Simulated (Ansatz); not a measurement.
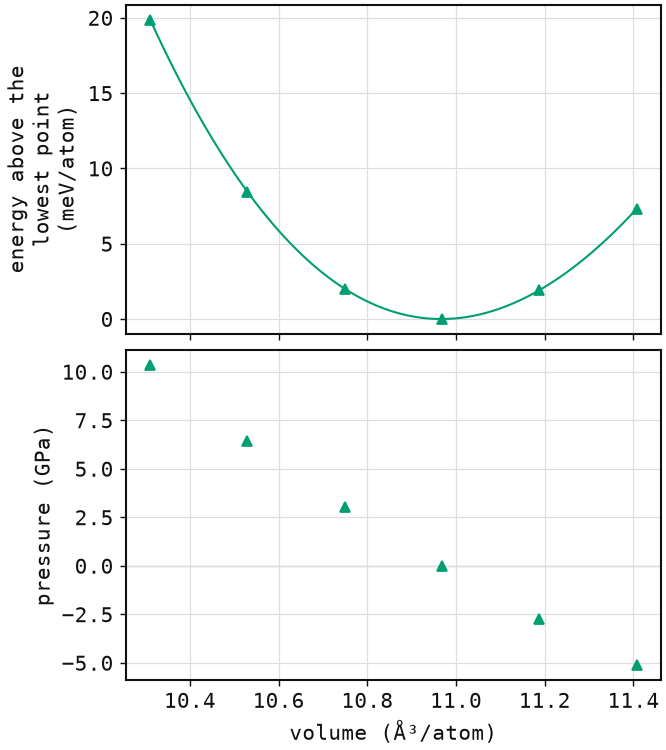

The picture above shows the energy above the lowest point and pressure against volume for Sn₂O₅, space group Pn-3m (No. 224) (one of a set of cubic test structures, which need not be the stable phase).

Calculation (Ansatz 0.2.0 development build): equation of state of a cubic crystal from periodic Kohn-Sham density functional theory without spin, third-order Birch-Murnaghan fit to the free energies; pressure corrected for the finite basis. Level: PBE.

```tsv
setting	value
structure type	cubic X2O5
atoms in cell	14
space group number	224
lattice centring	simple cubic
k mesh	10×10×10
occupation method	Fermi–Dirac
occupation width	0.06123 eV
wave cutoff	930 eV
datasets	hand-made PAW
density tolerance	1e-09 eV
bands	88
density cutoff ratio	5
search for lower states	default
```

How stiff is the solid, and where is its volume at rest?

A third-order Birch–Murnaghan fit gives V0 = 10.97 Å³/atom, B0 = 143 GPa and B′ = 5.0.

What does the pressure do across the range?

It falls from 10.3 GPa at volume 10.31 Å³/atom to −5.1 GPa at 11.41 Å³/atom, and changes sign near 10.97 Å³/atom.

Note: cubic model structure, not the ambient form; modest k-mesh, values are not fully converged in k; no spin polarisation, a magnetic state may lie lower.

The computed values:

```tsv
volume (Å³/atom)	energy above the lowest point (meV/atom)	pressure (GPa)
10.31	19.9	10.3
10.53	8.5	6.5
10.75	2.0	3.0
10.97	0.0	0.0
11.19	1.9	-2.7
11.41	7.3	-5.1
```
